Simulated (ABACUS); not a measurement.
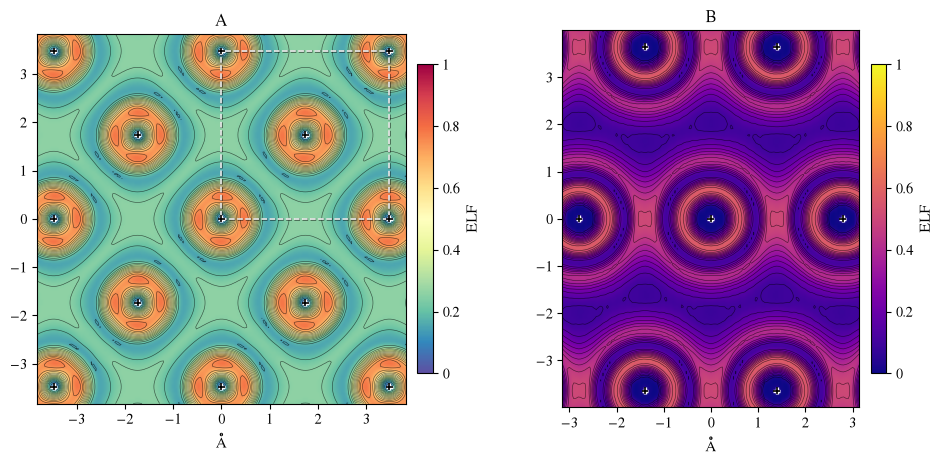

The electron localisation function of 2 systems, each on a plane through atoms (crosses mark nuclei in the plane).

These are results of Kohn-Sham DFT of a periodic cell, TM, SG15 ONCV 1.2 PBE in ABACUS 3.10.1, not measurements.

System 1: Ni, the (100) plane of the conventional cell. Space group Fm-3m; a structure from a database of computed crystals, not necessarily the ambient phase; spin-polarised.

System 2: Ge, the (110) plane of the conventional cell. Space group I4₁/amd; a structure from a database of computed crystals, not necessarily the ambient phase; computed pressure about −4 GPa in this cell.

```
Ge
1.0
     5.14898    0.00000    0.00000
     0.00000    5.14898    0.00000
     0.00000    0.00000    2.79483
Ge
4
Cartesian
  0.0000 0.0000 1.3974
  2.5745 2.5745 0.0000
  2.5745 0.0000 0.6987
  0.0000 2.5745 2.0961
```

### Which map belongs to which system?

Panel A is system 1, Ni: the plane holds Ni. Ni–Ni (2.46 Å): the ELF is about 0.25 at the midpoint; no localised pair shows between them. Panel B is system 2, Ge: the plane holds Ge. Ge–Ge (2.79 Å): the ELF is about 0.50 at the midpoint.
